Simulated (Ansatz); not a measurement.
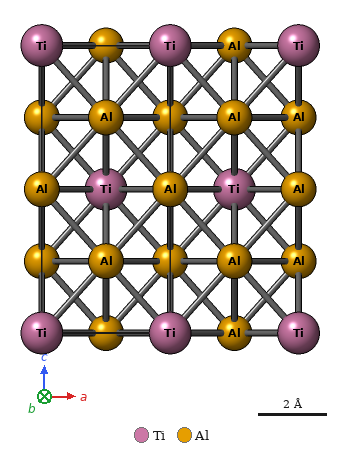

This is the input geometry for a relaxation of a crystal of TiAl₃ (set up in I4/mmm). A ball-and-stick model of the conventional cell (2 times the calculation's cell), repeated 2 × 1 × 1 with one cell outlined, seen along the b axis. Lengths and directions refer to the drawn axes.

Theory: DFT PBE, scalar-relativistic, plane waves, PAW (Ansatz).

The input:
```yaml
crystal:
  lattice:
    - [-1.9111067713, 1.9111067713, 4.2806687947]
    - [1.9111067713, -1.9111067713, 4.2806687947]
    - [1.9111067713, 1.9111067713, -4.2806687947]
  atoms:
    - { symbol: Ti, position: [0.0, 0.0, 0.0] }
    - { symbol: Al, position: [0.5, 0.5, 0.0] }
    - { symbol: Al, position: [0.75, 0.25, 0.5] }
    - { symbol: Al, position: [0.25, 0.75, 0.5] }
basis:
  ecutwfc: 420
kpoints:
  mp_grid: { grid: [16, 16, 16] }
hamiltonian:
  xc: pbe
scf:
  occupations: { method: gaussian, width: 0.1 }
output:
  forces: true
  stress: true
  eigenvalues: true
  write_density: true
  write_potential: true
  elf: true
  volumetric_format: npy
relax:
  adjacent_minimum: "off"
  f_tol: 0.005
  max_steps: 80
  cell: { stress_tol: 0.05 }
```

Run as
```bash
ansatz run input.yaml --threads 1 --pin off --max-ram 2560MiB --backend cpu --events-out ev --progress --plain --runs-dir out
```

Where does the relaxation end?

Answer. After 2 accepted moves (3 points after the start) the energy has fallen by 1.9 meV per atom. All forces vanish by symmetry, so only the cell relaxes. The pressure goes from 2.10 to −0.01 GPa. The SCF was repeated once at an unchanged geometry on a basis and grid sized afresh for the cell, which shifted the energy by 0.1 meV per atom at most. No atom moves by more than 0.005 Å relative to the cell. The volume changes by +1.9 %, with a = b 3.822 → 3.845 Å (+0.6 %), c 8.561 → 8.623 Å (+0.7 %). Among the contacts that change: Al2–Al3 2.869 → 2.889 Å, Ti1–Al3 2.869 → 2.889 Å, Ti1–Al2 2.703 → 2.719 Å, Al3–Al4 2.703 → 2.719 Å. The space group stays I4/mmm (No. 139).

Step by step:

| step | E − E(0), meV/atom | pressure, GPa | volume, Å³/atom | note |
| --- | --- | --- | --- | --- |
| 0 | 0.00 | 2.10 | 15.634 |  |
| 1 | -1.39 | -0.78 | 16.056 |  |
| 2 | -1.83 | -0.02 | 15.938 |  |
| 3 | -1.94 | -0.01 | 15.938 | same geometry, new basis |
